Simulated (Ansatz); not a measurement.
**Two runs on Sb**

System: Sb (2 atoms in the cell).
Method of run A: Kohn-Sham DFT of a periodic cell, BLYP with D3(BJ), all-electron LAPW, scalar-relativistic, no spin polarisation (Ansatz 0.2.0).

The structure derives from an entry of the Crystallography Open Database. Text and figures count atoms from 1; the logs count them from 0 in places.

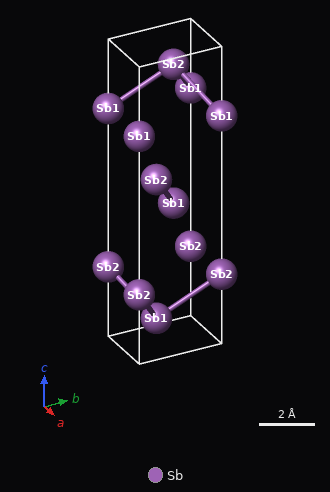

**Figure 1.** The starting structure (ball-and-stick view of the cell 3 times as large as that of the calculation, set on its symmetry axes, seen slightly off an axis; atoms are numbered from 1 in the order of the input). Near neighbours in the crystal (not all of them lie inside the picture): Sb has 3 Sb at 2.91 Å.

**Input file, run A**
```yaml
crystal:
  lattice:
    - [2.1542, 1.2437279499, 3.758]
    - [-2.1542, 1.2437279499, 3.758]
    - [0.0, -2.4874558998, 3.758]
  atoms:
    - { symbol: Sb, position: [0.76651, 0.76651, 0.76651] }
    - { symbol: Sb, position: [0.23349, 0.23349, 0.23349] }
kpoints:
  mp_grid: { grid: [8, 8, 8] }
scf:
  occupations: { method: fermi_dirac, width: 0.05 }
hamiltonian:
  xc: blyp
  dispersion: d3bj
  pseudopotentials: { kind: all_electron, lapw: { basis_error: 0.001 } }
output:
  forces: true
  stress: true
relax:
  f_tol: 0.01
  max_steps: 60
  cell: {}
```

Launched with:
```bash
ansatz run input.yaml --threads 1 --pin off --max-ram 3072MiB --backend cpu --events-out ev --progress --plain --runs-dir out
```

Hardware: 1 thread of Arm Neoverse V1, 24 GiB of memory available, shared host.

**Output, shortened to warnings, some set-up lines, iterations and results (run A)**
```
Basis set: ecut = 249.04821005951575 eV, 549 PW (Γ), exchange–correlation at level 2
Symmetry: 12 space group operations
k-points: 65 of 512
Initial density: superposition of atomic densities (chi_scale 0.1, normalization cell)
[...]
SCF iter   1: F=—  HF=-352771.954712 eV  |F-HF|=—  |Δ(HF+E_count)|=         —  Δρ=1.38e-2  dr2=1.29e-1  ethr=2.78e-4  ⟨swp⟩=3.0  Hψ=11885  notcnv=0
SCF iter   2: F=—  HF=-352771.957708 eV  |F-HF|=—  |Δ(HF+E_count)|=   3.00e-3  Δρ=9.89e-3  dr2=7.84e-2  ethr=2.78e-4  ⟨swp⟩=2.0  Hψ=5129  notcnv=0
SCF iter   3: F=—  HF=-352771.959494 eV  |F-HF|=—  |Δ(HF+E_count)|=   1.79e-3  Δρ=2.67e-3  dr2=8.33e-3  ethr=1.70e-4  ⟨swp⟩=2.0  Hψ=5430  notcnv=0
SCF iter   4: F=—  HF=-352771.958668 eV  |F-HF|=—  |Δ(HF+E_count)|=   8.26e-4  Δρ=1.40e-3  dr2=2.28e-3  ethr=1.81e-5  ⟨swp⟩=2.0  Hψ=5125  notcnv=0
SCF iter   5: F=—  HF=-352771.959239 eV  |F-HF|=—  |Δ(HF+E_count)|=         —  Δρ=5.43e-4  dr2=2.34e-4  ethr=4.96e-6  ⟨swp⟩=2.8  Hψ=5294  notcnv=0
[... 32 lines ...]
relax step   5: F+E_penalty+E_count = -352771.96254351 eV  Δ(F+E_penalty+E_count) = -5.276e-5 eV  max|allowed force component| = 3.033e-3 eV/Å  Δτ_max = 0.0020 Å  P = +0.011 …
SCF iter   1: F=—  HF=-352771.962549 eV  |F-HF|=—  |Δ(HF+E_count)|=         —  Δρ=7.10e-6  dr2=4.30e-8  ethr=9.77e-11  ⟨swp⟩=4.8  Hψ=12543  notcnv=0  reapply=19
SCF iter   2: F=-352771.962550 eV  HF=-352771.962550 eV  |F-HF|=1.39e-7  |Δ(HF+E_count)|=   3.93e-7  Δρ=4.28e-6  dr2=1.51e-8  ethr=9.35e-11  ⟨swp⟩=2.0  Hψ=5132  notcnv=0
SCF 6 converged in 2 iterations: F = -352771.962550 eV  dr2 = 1.51e-8
relax step   6: F+E_penalty+E_count = -352771.96254998 eV  Δ(F+E_penalty+E_count) = -6.478e-6 eV  max|allowed force component| = 3.028e-3 eV/Å  Δτ_max = 0.0000 Å  P = +0.011 …
basis re-selected at this cell: Δ(F+E_penalty+E_count) = -6.478e-6 eV, ΔP = -0.000 GPa vs the last step (what re-selecting the basis moved, after the strain that the cell walked since its last selection, with what the two solves' SCF thresholds leave and, on support functions, any second-order …
SCF converged after 2 iterations
Free energy (F): -352771.962550 eV
Harris-Foulkes:  -352771.962550 eV  (|F-HF|=1.39e-7)
Internal energy: -352771.959535 eV  (E = F + TS)
E sigma→0 (E₀):  -352771.961043 eV
Entropy (-TS):   -0.003015 eV (-1.507 meV/atom)
Fermi energy:    13.155540 eV
--- Per-component energies (eV) ---
  E_band       = -1783.488492
  E_kinetic    = 371803.589122
  E_xc         = -9321.631466
  E_electrostatic = -715251.701764  (all electrons and nuclei)
  E_disp       = -2.215427  (pairwise vdW)
  E_smearing   = -0.003015  (= −TS)
  E_closure    = 0.000000  (closes the sum)
  E_atoms      = -352763.070593  (free atoms, spherical and without spin; not in F)
  Σ components = -352771.962550   (vs F -352771.962550, Δ=0.00e0)
  Basis errors (estimates in eV, not in F): energy 4.5e-4 per atom: plane waves 4.3e-4 (2.4e-4 summed), levels above the bands 1.8e-47, relativity 5.9e-8, radial functions 2.2e-5, core shells 1.1e-8; eigenvalues (radial functions only) 1.3e-7; not estimated: angular momenta, meshes, grids; target …
--- Forces (eV/Å), atoms counted from 1 ---
  atom   1  Sb    -0.00000000    -0.00000000    -0.00302845
  atom   2  Sb     0.00000000     0.00000000     0.00302845
  max |Σ_I F_I| component: 4.63e-18 eV/Å
--- Stress (GPa, compression-positive) ---
        0.012878      -0.000000      -0.000000
       -0.000000       0.012878       0.000000
       -0.000000      -0.000000       0.007313
  P = ⅓ Tr σ = 0.0110 GPa (0.110 kbar)
--- Relaxed structure (5 steps of the walk, 5 accepted, 1 SCFs on fresh bases) ---
  F+E_penalty+E_count = -352771.96254998 eV   max|allowed force component| = 3.028e-3 eV/Å   (the final SCF, on the basis selected at the relaxed cell)
  cell:  # Å, volume = 60.5844 Å³
    - [2.1675167445917496, 1.2514163759630677, 3.7225889692694767]
    - [-2.1675167445917496, 1.2514163759630677, 3.7225889692694767]
    - [-1.2916247785980845e-33, -2.5028327519261353, 3.7225889692694767]
  atoms:
    - { symbol: Sb, position: [0.7653146166527406, 0.7653146166527406, 0.7653146166527406] }
[...]
```

For run B the input was changed thus:
```diff
-  xc: blyp
+  xc: pbe
-  f_tol: 0.01
+  f_tol: 0.02
```

What does this change do to the results?

The total energies belong to different methods, so their difference says nothing on which is more stable or more accurate. The volume per atom goes from 30.29 to 29.81 Å³. The functional changes from BLYP to PBE. The SCF takes 26 iterations over all geometry steps against 30.

**Output, shortened to warnings, some set-up lines, iterations and results (run B)**
```
Basis set: ecut = 248.6873750472552 eV, 549 PW (Γ), exchange–correlation at level 2
Symmetry: 12 space group operations
k-points: 65 of 512
Initial density: superposition of atomic densities (chi_scale 0.1, normalization cell)
[...]
SCF iter   1: F=—  HF=-352737.310635 eV  |F-HF|=—  |Δ(HF+E_count)|=         —  Δρ=1.27e-2  dr2=8.01e-2  ethr=1.71e-4  ⟨swp⟩=3.0  Hψ=12068  notcnv=0
SCF iter   2: F=—  HF=-352737.309680 eV  |F-HF|=—  |Δ(HF+E_count)|=   9.55e-4  Δρ=8.70e-3  dr2=4.51e-2  ethr=1.71e-4  ⟨swp⟩=2.0  Hψ=5080  notcnv=0  defer=1
SCF iter   3: F=—  HF=-352737.311565 eV  |F-HF|=—  |Δ(HF+E_count)|=   1.88e-3  Δρ=2.68e-3  dr2=6.16e-3  ethr=9.81e-5  ⟨swp⟩=2.0  Hψ=5077  notcnv=0
SCF iter   4: F=—  HF=-352737.310889 eV  |F-HF|=—  |Δ(HF+E_count)|=   6.76e-4  Δρ=1.06e-3  dr2=1.38e-3  ethr=1.34e-5  ⟨swp⟩=2.0  Hψ=5076  notcnv=0
SCF iter   5: F=—  HF=-352737.311091 eV  |F-HF|=—  |Δ(HF+E_count)|=         —  Δρ=4.47e-4  dr2=1.93e-4  ethr=3.00e-6  ⟨swp⟩=2.0  Hψ=5089  notcnv=0
[... 26 lines ...]
relax step   4: F+E_penalty+E_count = -352737.31695067 eV  Δ(F+E_penalty+E_count) = -2.257e-4 eV  max|allowed force component| = 4.712e-3 eV/Å  Δτ_max = 0.0002 Å  P = +0.016 …
SCF iter   1: F=—  HF=-352737.316961 eV  |F-HF|=—  |Δ(HF+E_count)|=         —  Δρ=8.34e-6  dr2=6.37e-8  ethr=1.44e-10  ⟨swp⟩=4.8  Hψ=12773  notcnv=0  reapply=22
SCF iter   2: F=-352737.316961 eV  HF=-352737.316961 eV  |F-HF|=8.04e-8  |Δ(HF+E_count)|=   1.78e-7  Δρ=4.96e-6  dr2=2.06e-8  ethr=1.39e-10  ⟨swp⟩=2.0  Hψ=5054  notcnv=0
SCF 5 converged in 2 iterations: F = -352737.316961 eV  dr2 = 2.06e-8
relax step   5: F+E_penalty+E_count = -352737.31696077 eV  Δ(F+E_penalty+E_count) = -1.010e-5 eV  max|allowed force component| = 4.702e-3 eV/Å  Δτ_max = 0.0000 Å  P = +0.016 …
basis re-selected at this cell: Δ(F+E_penalty+E_count) = -1.010e-5 eV, ΔP = -0.000 GPa vs the last step (what re-selecting the basis moved, after the strain that the cell walked since its last selection, with what the two solves' SCF thresholds leave and, on support functions, any second-order …
SCF converged after 2 iterations
Free energy (F): -352737.316961 eV
Harris-Foulkes:  -352737.316961 eV  (|F-HF|=8.04e-8)
Internal energy: -352737.314116 eV  (E = F + TS)
E sigma→0 (E₀):  -352737.315539 eV
Entropy (-TS):   -0.002845 eV (-1.422 meV/atom)
Fermi energy:    12.969513 eV
--- Per-component energies (eV) ---
  E_band       = -1794.379857
  E_kinetic    = 371745.129752
  E_xc         = -9287.706931
  E_electrostatic = -715193.778351  (all electrons and nuclei)
  E_disp       = -0.958586  (pairwise vdW)
  E_smearing   = -0.002845  (= −TS)
  E_closure    = 0.000000  (closes the sum)
  E_atoms      = -352728.128962  (free atoms, spherical and without spin; not in F)
  Σ components = -352737.316961   (vs F -352737.316961, Δ=0.00e0)
  Basis errors (estimates in eV, not in F): energy 4.1e-4 per atom: plane waves 3.9e-4 (2.1e-4 summed), levels above the bands 2.9e-45, relativity 4.5e-8, radial functions 2.6e-5, core shells 1.3e-8; eigenvalues (radial functions only) 1.2e-7; not estimated: angular momenta, meshes, grids; target …
--- Forces (eV/Å), atoms counted from 1 ---
  atom   1  Sb    -0.00000000     0.00000000    -0.00470202
  atom   2  Sb     0.00000000    -0.00000000     0.00470202
  max |Σ_I F_I| component: 4.63e-18 eV/Å
--- Stress (GPa, compression-positive) ---
        0.001894       0.000000       0.000000
        0.000000       0.001894       0.000000
        0.000000       0.000000       0.045114
  P = ⅓ Tr σ = 0.0163 GPa (0.163 kbar)
--- Relaxed structure (4 steps of the walk, 4 accepted, 1 SCFs on fresh bases) ---
  F+E_penalty+E_count = -352737.31696077 eV   max|allowed force component| = 4.702e-3 eV/Å   (the final SCF, on the basis selected at the relaxed cell)
  cell:  # Å, volume = 59.6120 Å³
    - [2.163292348381051, 1.2489774196736572, 3.6771626961144737]
    - [-2.163292348381051, 1.2489774196736572, 3.6771626961144737]
    - [7.89261772458616e-34, -2.4979548393473143, 3.6771626961144737]
  atoms:
    - { symbol: Sb, position: [0.7642061945356643, 0.7642061945356643, 0.7642061945356643] }
[...]
```

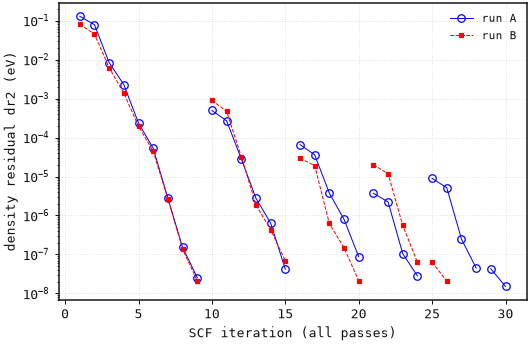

**Figure 2.** Convergence of the two runs: density residual dr2 against the SCF iteration. A break in a curve parts two SCF passes. Run A takes 30 iterations in all, and run B takes 26.

**The two runs side by side**

| quantity | run A | run B |
| --- | --- | --- |
| outcome | converged | converged |
| free energy per atom (eV) | −176385.9813 | −176368.6585 |
| energy per atom, smearing taken to zero (eV) | −176385.9805 | −176368.6578 |
| pressure (GPa) | 0.01 | 0.02 |
| volume per atom (Å³) | 30.29 | 29.81 |
| largest force (eV/Å) | 0.003 | 0.005 |
| SCF iterations | 30 | 26 |
| irreducible k-points | 65 | 65 |
| wall time (shared host) | 65 s | 56 s |
